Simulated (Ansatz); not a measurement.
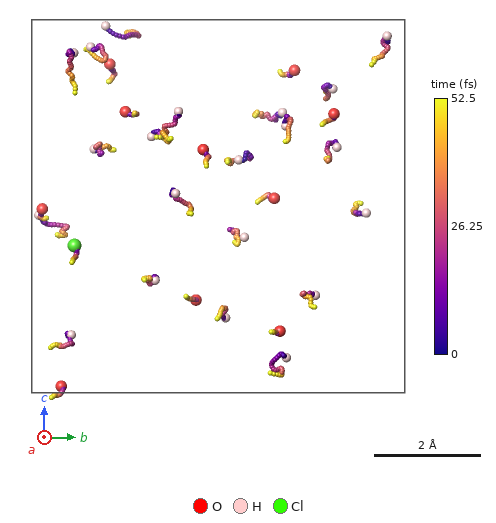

First-principles dynamics of a periodic cell with 10 H2O + 1 HCl at 1.025 g/cm³, 52 fs long. It starts from the last geometry of an earlier run, with fresh velocities. Dots mark each atom's position at evenly spaced times, coloured by time; spheres stand at the starting positions. Seen along the a axis in the simulation cell.

The calculation used Ansatz, DFT r2SCAN-D3(BJ), scalar-relativistic, plane waves, PAW. Run with plane-wave cutoff 500 eV; k-point mesh 1 × 1 × 1; Fermi-Dirac smearing 0.02 eV; low-accuracy preset; Langevin thermostat and barostat (NPT); set temperature 300 K; time step 0.75 fs; friction 0.05 per fs; target pressure 0 GPa.

> How do the atoms move?

In the second half of the run the atoms are, in the root-mean-square, this far from where they began (common drift taken out): H 0.37 Å, O 0.18 Å, Cl 0.15 Å. The heavy atoms stay within a fraction of a molecule's size of their starting places; so short a run doesn't tell a liquid from a solid. The conserved quantity stays between 0 and 0.52 meV per atom of its start. A straight-line fit has a slope that amounts to +0.071 meV per atom over 52 fs (0.2 % of the mean kinetic energy), and the ripple about it is 2.3 % of the kinetic energy's fluctuation. With a drift under 2 % and a ripple under 7 %, the integration is accurate.

Limits of the set-up: the program's low-accuracy preset was used; the periodic images lie only 7.1 Å apart, so the values are limited by the cell's size.
